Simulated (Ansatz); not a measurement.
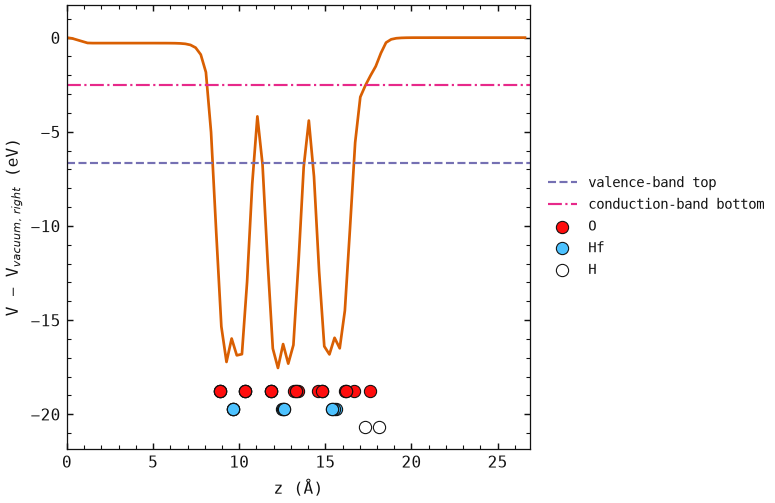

Plane-averaged electrostatic potential energy of an electron across the slab; circles at the bottom mark the heights of the atoms (positions after relaxation).

Calculation on a (111) slab cut from HfO₂ (Fm-3m), of composition Hf₁₂H₂O₂₅ (not the bulk's), ended by O planes, 39 atoms in the cell.

Computed with Ansatz: DFT PBE+D3(BJ), scalar-relativistic, plane waves, PAW, no spin polarisation, 3×3×1 k mesh, 420 eV cutoff, Gaussian smearing of 0.05 eV.

### What are the ionisation potential and the electron affinity of the slab?

From the vacuum level at the right face the ionisation potential is 6.67 eV and the electron affinity 2.51 eV; at the left face they are 6.38 and 2.22 eV. The slab's gap, their difference before rounding, is 4.17 eV.

### Do the two faces differ, and what does that say about the slab's dipole?

The vacuum levels differ by 0.29 eV, so the slab carries a dipole along its normal. Some atoms were held fixed in the relaxation, which can itself make the faces differ.

### How thick are slab and vacuum?

The outermost atoms are 9.2 Å apart, which leaves 17.7 Å of vacuum in a cell 26.9 Å high.

Spin-orbit coupling is left out, which matters for Hf.
